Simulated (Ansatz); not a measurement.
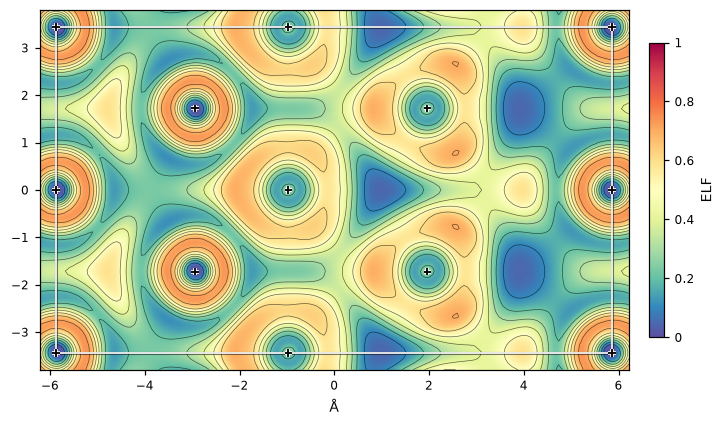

The electron localisation function on a plane through atoms (crosses mark nuclei in the plane).

Method: Ansatz, Kohn-Sham DFT of a periodic cell, PBEsol, Ansatz PAW.

Candidates:
A. Ge, a = 5.55 Å, b = 5.55 Å, c = 5.55 Å, α = 90.00°, β = 90.00°, γ = 90.00°. Space group Fd-3m; computed pressure about 5 GPa in this cell.
B. TaAs, a = 4.85 Å, b = 4.89 Å, c = 11.74 Å, α = 90.00°, β = 90.00°, γ = 90.00°. Space group Fdd2; a structure from a database of computed crystals, not necessarily the ambient phase; computed pressure about −4 GPa in this cell.
C. Bi, a = 6.84 Å, b = 5.98 Å, c = 3.30 Å, α = 90.00°, β = 112.51°, γ = 90.00°. Space group C2/m; a structure from a database of computed crystals, not necessarily the ambient phase; computed pressure about 2 GPa in this cell.

> Which candidate gave the map?

Candidate B: TaAs on the (110) plane of the conventional cell, which holds Ta and As. Ta–As (2.61 Å): the ELF is about 0.40 at the midpoint.
